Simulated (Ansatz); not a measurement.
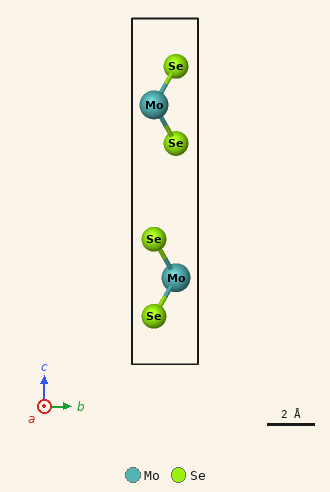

Fig. 1: The starting structure (ball-and-stick view of the cell of the calculation, along the a axis). Near neighbours in the crystal (not all of them lie inside the picture): Mo has 6 Se at 2.51 Å; Se has 3 Mo at 2.51 Å.

Geometry relaxation of MoSe2 (part 1 of 2)

- system: MoSe2 (6 atoms in the cell)
- method: DFT PBE, scalar-relativistic, plane waves, PAW, no spin polarisation (Ansatz 0.2.0)

The structure was made by swapping elements on the sites of another compound; it need not be a known phase. It belongs to a series of runs on one base structure; here: W -> Mo on all its sites, cell and atoms relaxed.

## What the program printed
```
Engine: ansatz 0.2.0, x86_64-unknown-linux-gnu
Pseudopotentials: kind: paw
Pseudopotential: Mo, paw, valence charge 14, recommended cutoff 420 eV (normal), Mo.paw.azcp
Pseudopotential: Se, paw, valence charge 16, recommended cutoff 420 eV (normal), Se.paw.azcp
Functional definition: PBE
  parameter kappa = 0.804
  parameter beta = 0.06672455060314922
  exchange = pbe_x(kappa = kappa, mu = beta*pi^2/3)
  correlation = pbe_c(beta = beta)
Crystal: 6 atoms, lattice volume = 137.973 Å³
Basis set: ecut = 420 eV, 2761 PW (Γ), exchange–correlation on 48×48×200 points (8 copies of the dense FFT grid, shifted against one another)
Bands: 56, of which v1, the nominal top of the filled ones, is band 46 counted from 1 (45 counted from 0)
Symmetry: 24 space group operations
Space group: P63/mmc (ITA 194), of the structure as read, at distance tolerance 5.2e-5 Å
k-points: 38 of 288
Non-local potential: Mo, projectors of the file, l = 0: 3, l = 1: 2, l = 2: 2, l = 3: 1
Non-local potential: Se, projectors of the file, l = 0: 2, l = 1: 2, l = 2: 3, l = 3: 1
PAW form: soft (Blöchl's): semilocal exchange-correlation on the pseudo side does not see the compensation charge
PAW one-centre angular grid: Mo, 590 points (default); XC on 64 Gauss nodes
PAW one-centre angular grid: Se, 590 points (default); XC on 64 Gauss nodes
Initial density: superposition of atomic densities (neutral atoms: chi_scale 0, normalization atom), corrected by the library's trained network
Initial wavefunctions: pseudopotential atomic-orbital guess
Functional: x = pbe(κ = 0.804, μ = 0.2195149727645171), c = pbe(β = 0.06672455060314922)
SCF iter   1: F=—  HF=-31792.396708 eV  |F-HF|=—  |Δ(HF+E_count)|=         —  Δρ=4.74e-3  dr2=1.94e-2  ethr=1.77e-3  ⟨swp⟩=6.8  Hψ=7743  notcnv=0  defer=1
preconditioner: auto → Resta (q_TF=auto, 2.550 Å⁻¹)  ε∞=5.9  [insulator: Δε(μ)=1.454 eV  Ē_g=8.599 eV  σ=0.020 eV  W_gap=1.00  n_scr=42 (ndim 8)  ℏωp=19.0 eV  f_vac=0.191  D(μ)=0.00/eV (n_scr^D=0)  ε∞_Penn≈5.9]
SCF iter   2: F=—  HF=-31792.404295 eV  |F-HF|=—  |Δ(HF+E_count)|=   7.59e-3  Δρ=2.78e-3  dr2=5.55e-3  ethr=2.11e-5  ⟨swp⟩=2.0  Hψ=3458  notcnv=0  defer=76
SCF iter   3: F=—  HF=-31792.408409 eV  |F-HF|=—  |Δ(HF+E_count)|=   4.11e-3  Δρ=1.28e-3  dr2=6.18e-3  ethr=6.03e-6  ⟨swp⟩=2.0  Hψ=3233  notcnv=0  defer=76
SCF iter   4: F=—  HF=-31792.407809 eV  |F-HF|=—  |Δ(HF+E_count)|=   6.00e-4  Δρ=2.54e-4  dr2=1.42e-4  ethr=6.03e-6  ⟨swp⟩=2.0  Hψ=2686  notcnv=0  defer=76
SCF iter   5: F=—  HF=-31792.407857 eV  |F-HF|=—  |Δ(HF+E_count)|=   4.77e-5  Δρ=9.88e-5  dr2=3.90e-5  ethr=1.54e-7  ⟨swp⟩=2.0  Hψ=3684  notcnv=0  defer=76
SCF iter   6: F=—  HF=-31792.407853 eV  |F-HF|=—  |Δ(HF+E_count)|=   3.92e-6  Δρ=4.39e-5  dr2=5.55e-6  ethr=4.24e-8  ⟨swp⟩=2.0  Hψ=3697  notcnv=0  defer=76
SCF iter   7: F=—  HF=-31792.407859 eV  |F-HF|=—  |Δ(HF+E_count)|=   6.20e-6  Δρ=1.49e-5  dr2=2.77e-7  ethr=6.03e-9  ⟨swp⟩=2.1  Hψ=2726  notcnv=0  defer=76
SCF iter   8: F=-31792.407860 eV  HF=-31792.407860 eV  |F-HF|=1.08e-7  |Δ(HF+E_count)|=   8.23e-7  Δρ=4.50e-6  dr2=2.90e-8  ethr=1.09e-10  ⟨swp⟩=14.7  Hψ=14416  notcnv=0
SCF 1 converged in 8 iterations: F = -31792.407860 eV  dr2 = 2.90e-8
  greatest PAW one-centre occupation: 1.000 electrons in one spin orbital (limit 2), on the Se atom at site 5 (counted from 0), in its partial waves of l = 2
relax step   1: F+E_penalty+E_count = -31792.40786021 eV  Δ(F+E_penalty+E_count) = +0.000e0 eV  max|allowed force component| = 4.850e-1 eV/Å  Δτ_max = 0.0000 Å  P = +3.865 GPa  Ω = 137.973 Å³  (8 SCF iters, dr2 threshold 1.00e-7 eV, accepted)
Crystal: 6 atoms, lattice volume = 146.885 Å³
Basis set: ecut = 420 eV, 2881 PW (Γ), exchange–correlation on 48×48×200 points (8 copies of the dense FFT grid, shifted against one another)
Initial density: handed on by an earlier stage of this run
Initial wavefunctions: those handed on with the density
iter 1 solved again at ethr=2.25e-4 eV; its pass at ethr=3.10e-3 eV (dr2=2.07e-1 eV) is discarded
SCF iter   1: F=—  HF=-31792.443921 eV  |F-HF|=—  |Δ(HF+E_count)|=         —  Δρ=5.42e-3  dr2=2.10e-1  ethr=2.25e-4  ⟨swp⟩=1.8  Hψ=9682  notcnv=0
preconditioner: auto → Resta (q_TF=auto, 2.524 Å⁻¹)  ε∞=6.0  [insulator: Δε(μ)=1.231 eV  Ē_g=8.236 eV  σ=0.020 eV  W_gap=1.00  n_scr=52 (ndim 8)  ℏωp=18.4 eV  f_vac=0.199  D(μ)=0.00/eV (n_scr^D=0)  ε∞_Penn≈6.0]
SCF iter   2: F=—  HF=-31792.421872 eV  |F-HF|=—  |Δ(HF+E_count)|=   2.20e-2  Δρ=3.72e-3  dr2=3.08e-2  ethr=2.25e-4  ⟨swp⟩=2.5  Hψ=2851  notcnv=0
SCF iter   3: F=—  HF=-31792.416886 eV  |F-HF|=—  |Δ(HF+E_count)|=   4.99e-3  Δρ=1.26e-3  dr2=9.42e-3  ethr=3.35e-5  ⟨swp⟩=2.1  Hψ=3198  notcnv=0
SCF iter   4: F=—  HF=-31792.415538 eV  |F-HF|=—  |Δ(HF+E_count)|=   1.35e-3  Δρ=5.24e-4  dr2=1.46e-3  ethr=1.02e-5  ⟨swp⟩=2.1  Hψ=3181  notcnv=0  defer=3
SCF iter   5: F=—  HF=-31792.415327 eV  |F-HF|=—  |Δ(HF+E_count)|=   2.11e-4  Δρ=2.13e-4  dr2=1.49e-4  ethr=1.59e-6  ⟨swp⟩=2.2  Hψ=3526  notcnv=0  defer=3
SCF iter   6: F=—  HF=-31792.415367 eV  |F-HF|=—  |Δ(HF+E_count)|=   4.04e-5  Δρ=5.66e-5  dr2=9.34e-6  ethr=1.62e-7  ⟨swp⟩=2.0  Hψ=2849  notcnv=0  defer=3
SCF iter   7: F=—  HF=-31792.415380 eV  |F-HF|=—  |Δ(HF+E_count)|=   1.28e-5  Δρ=1.85e-5  dr2=1.00e-6  ethr=1.02e-8  ⟨swp⟩=2.1  Hψ=3075  notcnv=0  defer=3
SCF iter   8: F=-31792.415381 eV  HF=-31792.415381 eV  |F-HF|=1.61e-7  |Δ(HF+E_count)|=   1.38e-6  Δρ=5.82e-6  dr2=7.79e-8  ethr=6.52e-10  ⟨swp⟩=12.0  Hψ=16201  notcnv=0
SCF 2 converged in 8 iterations: F = -31792.415381 eV  dr2 = 7.79e-8
  Residual-converged pass: ⟨swp⟩=1.0  Hψ=2280  notcnv=0  max |occ|·‖R‖ = 7.1e-9 eV (tolerance 1.0e-8 eV)  dr2=7.79e-8  dr2_onsite=2.86e-9  max |Δocc| = 0.0e0
relax step   2: F+E_penalty+E_count = -31792.41538146 eV  Δ(F+E_penalty+E_count) = -7.521e-3 eV  max|allowed force component| = 1.886e-1 eV/Å  Δτ_max = 0.0030 Å  P = -2.657 GPa  Ω = 146.885 Å³  energy of the carried Pulay correction = -1.048e-3 eV  (8 SCF iters, dr2 threshold 6.00e-7 eV, accepted)
Crystal: 6 atoms, lattice volume = 142.156 Å³
Basis set: ecut = 420 eV, 2821 PW (Γ), exchange–correlation on 48×48×200 points (8 copies of the dense FFT grid, shifted against one another)
iter 1 solved again at ethr=5.99e-5 eV; its pass at ethr=3.10e-3 eV (dr2=5.51e-2 eV) is discarded
SCF iter   1: F=—  HF=-31792.472641 eV  |F-HF|=—  |Δ(HF+E_count)|=         —  Δρ=2.74e-3  dr2=5.67e-2  ethr=5.99e-5  ⟨swp⟩=2.1  Hψ=9335  notcnv=0
preconditioner: auto → Resta (q_TF=auto, 2.537 Å⁻¹)  ε∞=6.0  [insulator: Δε(μ)=1.397 eV  Ē_g=8.368 eV  σ=0.020 eV  W_gap=1.00  n_scr=54 (ndim 8)  ℏωp=18.7 eV  f_vac=0.190  D(μ)=0.00/eV (n_scr^D=0)  ε∞_Penn≈6.0]
SCF iter   2: F=—  HF=-31792.466211 eV  |F-HF|=—  |Δ(HF+E_count)|=   6.43e-3  Δρ=1.93e-3  dr2=7.94e-3  ethr=5.99e-5  ⟨swp⟩=2.5  Hψ=2869  notcnv=0
SCF iter   3: F=—  HF=-31792.464836 eV  |F-HF|=—  |Δ(HF+E_count)|=   1.37e-3  Δρ=6.92e-4  dr2=2.96e-3  ethr=8.63e-6  ⟨swp⟩=2.0  Hψ=2937  notcnv=0
SCF iter   4: F=—  HF=-31792.464447 eV  |F-HF|=—  |Δ(HF+E_count)|=   3.89e-4  Δρ=3.34e-4  dr2=6.95e-4  ethr=3.21e-6  ⟨swp⟩=1.8  Hψ=2213  notcnv=0
SCF iter   5: F=—  HF=-31792.464334 eV  |F-HF|=—  |Δ(HF+E_count)|=   1.14e-4  Δρ=1.13e-4  dr2=7.38e-5  ethr=7.55e-7  ⟨swp⟩=2.0  Hψ=2682  notcnv=0
SCF iter   6: F=—  HF=-31792.464347 eV  |F-HF|=—  |Δ(HF+E_count)|=   1.36e-5  Δρ=3.87e-5  dr2=6.03e-6  ethr=8.02e-8  ⟨swp⟩=2.0  Hψ=3041  notcnv=0
SCF iter   7: F=-31792.464353 eV  HF=-31792.464352 eV  |F-HF|=4.23e-7  |Δ(HF+E_count)|=   5.03e-6  Δρ=9.36e-6  dr2=2.63e-7  ethr=6.52e-10  ⟨swp⟩=9.5  Hψ=16204  notcnv=0
SCF 3 converged in 7 iterations: F = -31792.464353 eV  dr2 = 2.63e-7
relax step   3: F+E_penalty+E_count = -31792.46435275 eV  Δ(F+E_penalty+E_count) = -4.897e-2 eV  max|allowed force component| = 5.531e-2 eV/Å  Δτ_max = 0.0095 Å  P = -0.255 GPa  Ω = 142.156 Å³  energy of the carried Pulay correction = -5.003e-4 eV  (7 SCF iters, dr2 threshold 6.00e-7 eV, accepted)
Crystal: 6 atoms, lattice volume = 142.193 Å³
iter 1 solved again at ethr=1.89e-7 eV; its pass at ethr=3.10e-3 eV (dr2=1.74e-4 eV) is discarded
SCF iter   1: F=—  HF=-31792.464805 eV  |F-HF|=—  |Δ(HF+E_count)|=         —  Δρ=3.39e-4  dr2=1.60e-4  ethr=1.89e-7  ⟨swp⟩=3.0  Hψ=8396  notcnv=0
preconditioner: auto → Resta (q_TF=auto, 2.537 Å⁻¹)  ε∞=6.0  [insulator: Δε(μ)=1.404 eV  Ē_g=8.387 eV  σ=0.020 eV  W_gap=1.00  n_scr=54 (ndim 8)  ℏωp=18.7 eV  f_vac=0.193  D(μ)=0.00/eV (n_scr^D=0)  ε∞_Penn≈6.0]
SCF iter   2: F=—  HF=-31792.464785 eV  |F-HF|=—  |Δ(HF+E_count)|=   2.09e-5  Δρ=1.65e-4  dr2=4.32e-5  ethr=1.74e-7  ⟨swp⟩=2.0  Hψ=2570  notcnv=0
SCF iter   3: F=—  HF=-31792.464779 eV  |F-HF|=—  |Δ(HF+E_count)|=   5.53e-6  Δρ=9.13e-5  dr2=1.34e-5  ethr=4.69e-8  ⟨swp⟩=2.0  Hψ=2540  notcnv=0
SCF iter   4: F=—  HF=-31792.464778 eV  |F-HF|=—  |Δ(HF+E_count)|=   1.45e-6  Δρ=2.23e-5  dr2=8.69e-7  ethr=1.46e-8  ⟨swp⟩=2.2  Hψ=2845  notcnv=0
SCF iter   5: F=-31792.464778 eV  HF=-31792.464778 eV  |F-HF|=1.02e-7  |Δ(HF+E_count)|=   6.87e-8  Δρ=6.22e-6  dr2=1.26e-7  ethr=3.85e-10  ⟨swp⟩=10.3  Hψ=18234  notcnv=0
SCF 4 converged in 5 iterations: F = -31792.464778 eV  dr2 = 1.26e-7
  greatest PAW one-centre occupation: 1.000 electrons in one spin orbital (limit 2), on the Se atom at site 4 (counted from 0), in its partial waves of l = 2
relax step   4: F+E_penalty+E_count = -31792.46477751 eV  Δ(F+E_penalty+E_count) = -4.248e-4 eV  max|allowed force component| = 1.885e-3 eV/Å  Δτ_max = 0.0045 Å  P = +0.012 GPa  Ω = 142.193 Å³  energy of the carried Pulay correction = -5.047e-4 eV  (5 SCF iters, dr2 threshold 3.54e-7 eV, accepted)
Crystal: 6 atoms, lattice volume = 142.365 Å³
iter 1 solved again at ethr=4.68e-8 eV; its pass at ethr=3.10e-3 eV (dr2=4.30e-5 eV) is discarded
SCF iter   1: F=—  HF=-31792.464804 eV  |F-HF|=—  |Δ(HF+E_count)|=         —  Δρ=1.62e-4  dr2=3.97e-5  ethr=4.68e-8  ⟨swp⟩=3.0  Hψ=9096  notcnv=0
preconditioner: auto → Resta (q_TF=auto, 2.537 Å⁻¹)  ε∞=6.0  [insulator: Δε(μ)=1.407 eV  Ē_g=8.387 eV  σ=0.020 eV  W_gap=1.00  n_scr=54 (ndim 8)  ℏωp=18.7 eV  f_vac=0.194  D(μ)=0.00/eV (n_scr^D=0)  ε∞_Penn≈6.0]
SCF iter   2: F=—  HF=-31792.464803 eV  |F-HF|=—  |Δ(HF+E_count)|=   6.36e-7  Δρ=8.56e-5  dr2=1.26e-5  ethr=4.31e-8  ⟨swp⟩=2.0  Hψ=2296  notcnv=0
SCF iter   3: F=—  HF=-31792.464799 eV  |F-HF|=—  |Δ(HF+E_count)|=   3.77e-6  Δρ=2.94e-5  dr2=2.68e-6  ethr=1.37e-8  ⟨swp⟩=3.0  Hψ=3806  notcnv=0
SCF iter   4: F=—  HF=-31792.464793 eV  |F-HF|=—  |Δ(HF+E_count)|=   6.87e-6  Δρ=1.66e-5  dr2=1.05e-6  ethr=2.91e-9  ⟨swp⟩=2.1  Hψ=2560  notcnv=0
SCF iter   5: F=—  HF=-31792.464793 eV  |F-HF|=—  |Δ(HF+E_count)|=   6.36e-8  Δρ=7.07e-6  dr2=2.33e-7  ethr=1.14e-9  ⟨swp⟩=1.8  Hψ=2257  notcnv=0
SCF iter   6: F=—  HF=-31792.464793 eV  |F-HF|=—  |Δ(HF+E_count)|=   3.14e-8  Δρ=2.38e-6  dr2=3.30e-8  ethr=2.53e-10  ⟨swp⟩=2.9  Hψ=3878  notcnv=0
SCF iter   7: F=—  HF=-31792.464793 eV  |F-HF|=—  |Δ(HF+E_count)|=   1.25e-8  Δρ=6.92e-7  dr2=1.20e-9  ethr=3.59e-11  ⟨swp⟩=2.0  Hψ=2667  notcnv=0
SCF iter   8: F=-31792.464793 eV  HF=-31792.464793 eV  |F-HF|=1.75e-10  |Δ(HF+E_count)|=   2.30e-9  Δρ=1.62e-7  dr2=4.11e-11  ethr=1.00e-12  ⟨swp⟩=7.1  Hψ=10603  notcnv=0
SCF 5 converged in 8 iterations: F = -31792.464793 eV  dr2 = 4.11e-11
relax step   5: F+E_penalty+E_count = -31792.46479273 eV  Δ(F+E_penalty+E_count) = -1.522e-5 eV  max|allowed force component| = 2.177e-3 eV/Å  Δτ_max = 0.0022 Å  P = +0.022 GPa  Ω = 142.365 Å³  energy of the carried Pulay correction = -5.249e-4 eV  (8 SCF iters, accepted)
Crystal: 6 atoms, lattice volume = 143.552 Å³
Basis set: ecut = 420 eV, 2823 PW (Γ), exchange–correlation on 48×48×200 points (8 copies of the dense FFT grid, shifted against one another)
iter 1 solved again at ethr=1.88e-6 eV; its pass at ethr=3.10e-3 eV (dr2=1.73e-3 eV) is discarded
SCF iter   1: F=—  HF=-31792.465248 eV  |F-HF|=—  |Δ(HF+E_count)|=         —  Δρ=1.10e-3  dr2=1.68e-3  ethr=1.88e-6  ⟨swp⟩=3.0  Hψ=9947  notcnv=0
preconditioner: auto → Resta (q_TF=auto, 2.533 Å⁻¹)  ε∞=5.9  [insulator: Δε(μ)=1.419 eV  Ē_g=8.382 eV  σ=0.020 eV  W_gap=1.00  n_scr=54 (ndim 8)  ℏωp=18.6 eV  f_vac=0.201  D(μ)=0.00/eV (n_scr^D=0)  ε∞_Penn≈5.9]
SCF iter   2: F=—  HF=-31792.464889 eV  |F-HF|=—  |Δ(HF+E_count)|=   3.59e-4  Δρ=5.78e-4  dr2=5.20e-4  ethr=1.83e-6  ⟨swp⟩=2.0  Hψ=2558  notcnv=0
SCF iter   3: F=—  HF=-31792.464824 eV  |F-HF|=—  |Δ(HF+E_count)|=   6.54e-5  Δρ=1.90e-4  dr2=1.12e-4  ethr=5.65e-7  ⟨swp⟩=2.9  Hψ=4034  notcnv=0
SCF iter   4: F=—  HF=-31792.464819 eV  |F-HF|=—  |Δ(HF+E_count)|=   5.42e-6  Δρ=1.04e-4  dr2=3.84e-5  ethr=1.22e-7  ⟨swp⟩=2.0  Hψ=2445  notcnv=0
SCF iter   5: F=—  HF=-31792.464808 eV  |F-HF|=—  |Δ(HF+E_count)|=   1.01e-5  Δρ=4.57e-5  dr2=1.01e-5  ethr=4.17e-8  ⟨swp⟩=1.7  Hψ=2239  notcnv=0
SCF iter   6: F=—  HF=-31792.464811 eV  |F-HF|=—  |Δ(HF+E_count)|=   2.60e-6  Δρ=1.41e-5  dr2=8.69e-7  ethr=1.10e-8  ⟨swp⟩=2.0  Hψ=2525  notcnv=0
SCF iter   7: F=—  HF=-31792.464803 eV  |F-HF|=—  |Δ(HF+E_count)|=   7.77e-6  Δρ=4.42e-6  dr2=5.03e-8  ethr=9.44e-10  ⟨swp⟩=2.0  Hψ=3783  notcnv=0
SCF iter   8: F=—  HF=-31792.464803 eV  |F-HF|=—  |Δ(HF+E_count)|=   7.78e-8  Δρ=1.18e-6  dr2=2.30e-9  ethr=5.46e-11  ⟨swp⟩=2.1  Hψ=2809  notcnv=0
SCF iter   9: F=-31792.464803 eV  HF=-31792.464803 eV  |F-HF|=3.35e-10  |Δ(HF+E_count)|=   9.62e-9  Δρ=2.96e-7  dr2=1.46e-10  ethr=1.00e-12  ⟨swp⟩=5.5  Hψ=11670  notcnv=0
SCF 6 converged in 9 iterations: F = -31792.464803 eV  dr2 = 1.46e-10
relax step   6: F+E_penalty+E_count = -31792.46480332 eV  Δ(F+E_penalty+E_count) = -1.059e-5 eV  max|allowed force component| = 1.458e-2 eV/Å  Δτ_max = 0.0143 Å  P = +0.052 GPa  Ω = 143.552 Å³  energy of the carried Pulay correction = -6.640e-4 eV  (9 SCF iters, accepted)
Crystal: 6 atoms, lattice volume = 144.171 Å³
Basis set: ecut = 420 eV, 2847 PW (Γ), exchange–correlation on 48×48×200 points (8 copies of the dense FFT grid, shifted against one another)
iter 1 solved again at ethr=4.85e-7 eV; its pass at ethr=3.10e-3 eV (dr2=4.46e-4 eV) is discarded
SCF iter   1: F=—  HF=-31792.464910 eV  |F-HF|=—  |Δ(HF+E_count)|=         —  Δρ=5.48e-4  dr2=4.07e-4  ethr=4.85e-7  ⟨swp⟩=3.0  Hψ=9600  notcnv=0
preconditioner: auto → Resta (q_TF=auto, 2.531 Å⁻¹)  ε∞=5.9  [insulator: Δε(μ)=1.426 eV  Ē_g=8.380 eV  σ=0.020 eV  W_gap=1.00  n_scr=54 (ndim 8)  ℏωp=18.6 eV  f_vac=0.204  D(μ)=0.00/eV (n_scr^D=0)  ε∞_Penn≈5.9]
SCF iter   2: F=—  HF=-31792.464825 eV  |F-HF|=—  |Δ(HF+E_count)|=   8.47e-5  Δρ=2.89e-4  dr2=1.28e-4  ethr=4.42e-7  ⟨swp⟩=2.0  Hψ=2388  notcnv=0
SCF iter   3: F=—  HF=-31792.464810 eV  |F-HF|=—  |Δ(HF+E_count)|=   1.48e-5  Δρ=9.60e-5  dr2=2.94e-5  ethr=1.39e-7  ⟨swp⟩=2.9  Hψ=3752  notcnv=0
SCF iter   4: F=—  HF=-31792.464788 eV  |F-HF|=—  |Δ(HF+E_count)|=   2.20e-5  Δρ=5.14e-5  dr2=9.03e-6  ethr=3.20e-8  ⟨swp⟩=2.1  Hψ=2475  notcnv=0
SCF iter   5: F=—  HF=-31792.464789 eV  |F-HF|=—  |Δ(HF+E_count)|=   5.86e-7  Δρ=2.10e-5  dr2=2.21e-6  ethr=9.81e-9  ⟨swp⟩=1.8  Hψ=2264  notcnv=0
SCF iter   6: F=—  HF=-31792.464789 eV  |F-HF|=—  |Δ(HF+E_count)|=   3.94e-7  Δρ=7.03e-6  dr2=1.97e-7  ethr=2.41e-9  ⟨swp⟩=2.0  Hψ=2555  notcnv=0
SCF iter   7: F=-31792.464789 eV  HF=-31792.464789 eV  |F-HF|=2.39e-9  |Δ(HF+E_count)|=   5.19e-8  Δρ=1.53e-6  dr2=6.59e-9  ethr=4.17e-11  ⟨swp⟩=6.7  Hψ=14624  notcnv=0
SCF 7 converged in 7 iterations: F = -31792.464789 eV  dr2 = 6.59e-9
relax step   7: F+E_penalty+E_count = -31792.46478918 eV  Δ(F+E_penalty+E_count) = +1.414e-5 eV  max|allowed force component| = 1.089e-2 eV/Å  Δτ_max = 0.0069 Å  P = +0.036 GPa  Ω = 144.171 Å³  energy of the carried Pulay correction = -7.360e-4 eV  (7 SCF iters, dr2 threshold 3.84e-8 eV, accepted)
Crystal: 6 atoms, lattice volume = 144.646 Å³
Basis set: ecut = 420 eV, 2871 PW (Γ), exchange–correlation on 48×48×200 points (8 copies of the dense FFT grid, shifted against one another)
iter 1 solved again at ethr=2.62e-7 eV; its pass at ethr=3.10e-3 eV (dr2=2.41e-4 eV) is discarded
SCF iter   1: F=—  HF=-31792.464833 eV  |F-HF|=—  |Δ(HF+E_count)|=         —  Δρ=4.05e-4  dr2=2.19e-4  ethr=2.62e-7  ⟨swp⟩=3.0  Hψ=9754  notcnv=0
preconditioner: auto → Resta (q_TF=auto, 2.530 Å⁻¹)  ε∞=5.9  [insulator: Δε(μ)=1.428 eV  Ē_g=8.377 eV  σ=0.020 eV  W_gap=1.00  n_scr=54 (ndim 8)  ℏωp=18.5 eV  f_vac=0.207  D(μ)=0.00/eV (n_scr^D=0)  ε∞_Penn≈5.9]
SCF iter   2: F=—  HF=-31792.464788 eV  |F-HF|=—  |Δ(HF+E_count)|=   4.46e-5  Δρ=2.15e-4  dr2=7.00e-5  ethr=2.38e-7  ⟨swp⟩=2.0  Hψ=2480  notcnv=0
SCF iter   3: F=—  HF=-31792.464772 eV  |F-HF|=—  |Δ(HF+E_count)|=   1.61e-5  Δρ=7.49e-5  dr2=1.83e-5  ethr=7.61e-8  ⟨swp⟩=2.9  Hψ=3744  notcnv=0
SCF iter   4: F=—  HF=-31792.464770 eV  |F-HF|=—  |Δ(HF+E_count)|=   2.39e-6  Δρ=3.74e-5  dr2=4.59e-6  ethr=1.99e-8  ⟨swp⟩=2.1  Hψ=2484  notcnv=0
SCF iter   5: F=—  HF=-31792.464763 eV  |F-HF|=—  |Δ(HF+E_count)|=   6.18e-6  Δρ=1.27e-5  dr2=8.81e-7  ethr=4.99e-9  ⟨swp⟩=1.9  Hψ=2394  notcnv=0
SCF iter   6: F=—  HF=-31792.464764 eV  |F-HF|=—  |Δ(HF+E_count)|=   2.26e-7  Δρ=4.46e-6  dr2=7.53e-8  ethr=9.57e-10  ⟨swp⟩=2.0  Hψ=2592  notcnv=0
SCF iter   7: F=-31792.464764 eV  HF=-31792.464764 eV  |F-HF|=2.18e-11  |Δ(HF+E_count)|=   3.22e-8  Δρ=1.23e-6  dr2=2.73e-9  ethr=8.06e-12  ⟨swp⟩=6.3  Hψ=14389  notcnv=0
SCF 8 converged in 7 iterations: F = -31792.464764 eV  dr2 = 2.73e-9
relax step   8: F+E_penalty+E_count = -31792.46476373 eV  Δ(F+E_penalty+E_count) = +2.545e-5 eV  max|allowed force component| = 1.592e-3 eV/Å  Δτ_max = 0.0050 Å  P = +0.005 GPa  Ω = 144.646 Å³  energy of the carried Pulay correction = -7.911e-4 eV  (7 SCF iters, dr2 threshold 7.42e-9 eV, accepted)
Basis set: ecut = 420 eV, 2871 PW (Γ), exchange–correlation on 48×48×216 points (8 copies of the dense FFT grid, shifted against one another)
Initial wavefunctions: pseudopotential atomic-orbital guess (no wavefunctions were taken with the density)
iter 1 solved again at ethr=4.98e-8 eV; its pass at ethr=3.10e-3 eV (dr2=4.58e-5 eV) is discarded
SCF iter   1: F=—  HF=-31792.446963 eV  |F-HF|=—  |Δ(HF+E_count)|=         —  Δρ=7.54e-4  dr2=2.15e-5  ethr=4.98e-8  ⟨swp⟩=4.1  Hψ=14386  notcnv=0
preconditioner: auto → Resta (q_TF=auto, 2.530 Å⁻¹)  ε∞=5.9  [insulator: Δε(μ)=1.427 eV  Ē_g=8.377 eV  σ=0.020 eV  W_gap=1.00  n_scr=54 (ndim 8)  ℏωp=18.5 eV  f_vac=0.206  D(μ)=0.00/eV (n_scr^D=0)  ε∞_Penn≈5.9]
SCF iter   2: F=—  HF=-31792.459218 eV  |F-HF|=—  |Δ(HF+E_count)|=   1.23e-2  Δρ=3.82e-4  dr2=6.30e-6  ethr=2.34e-8  ⟨swp⟩=3.0  Hψ=3718  notcnv=0
SCF iter   3: F=—  HF=-31792.464984 eV  |F-HF|=—  |Δ(HF+E_count)|=   5.77e-3  Δρ=1.09e-4  dr2=2.05e-6  ethr=6.85e-9  ⟨swp⟩=2.2  Hψ=3192  notcnv=0
SCF iter   4: F=—  HF=-31792.465501 eV  |F-HF|=—  |Δ(HF+E_count)|=   5.17e-4  Δρ=1.16e-5  dr2=1.39e-7  ethr=2.23e-9  ⟨swp⟩=2.0  Hψ=2738  notcnv=0
SCF iter   5: F=—  HF=-31792.465506 eV  |F-HF|=—  |Δ(HF+E_count)|=   4.95e-6  Δρ=2.92e-6  dr2=1.72e-8  ethr=1.51e-10  ⟨swp⟩=2.1  Hψ=2655  notcnv=0
SCF iter   6: F=—  HF=-31792.465506 eV  |F-HF|=—  |Δ(HF+E_count)|=   2.37e-7  Δρ=4.31e-7  dr2=7.11e-10  ethr=1.87e-11  ⟨swp⟩=2.1  Hψ=2778  notcnv=0
SCF iter   7: F=-31792.465506 eV  HF=-31792.465506 eV  |F-HF|=1.13e-10  |Δ(HF+E_count)|=  3.64e-12  Δρ=2.02e-7  dr2=1.48e-10  ethr=1.00e-12  ⟨swp⟩=7.1  Hψ=10423  notcnv=0
the search or the solves at the SCF's close seem to have found levels that the self-consistency loop had missed (the run counts 1). By its estimate they hold under 1e-12 electrons; where the run keeps them, the occupations were computed again with them
SCF 9 converged in 7 iterations: F = -31792.465506 eV  dr2 = 1.48e-10
relax step   9: F+E_penalty+E_count = -31792.46550642 eV  Δ(F+E_penalty+E_count) = -7.427e-4 eV  max|allowed force component| = 1.494e-3 eV/Å  Δτ_max = 0.0000 Å  P = +0.002 GPa  Ω = 144.646 Å³  stress off target by 1.05e-2 GPa  SCF on the basis re-selected at this cell (its energy is not comparable with the rows above)  (7 SCF iters)
```
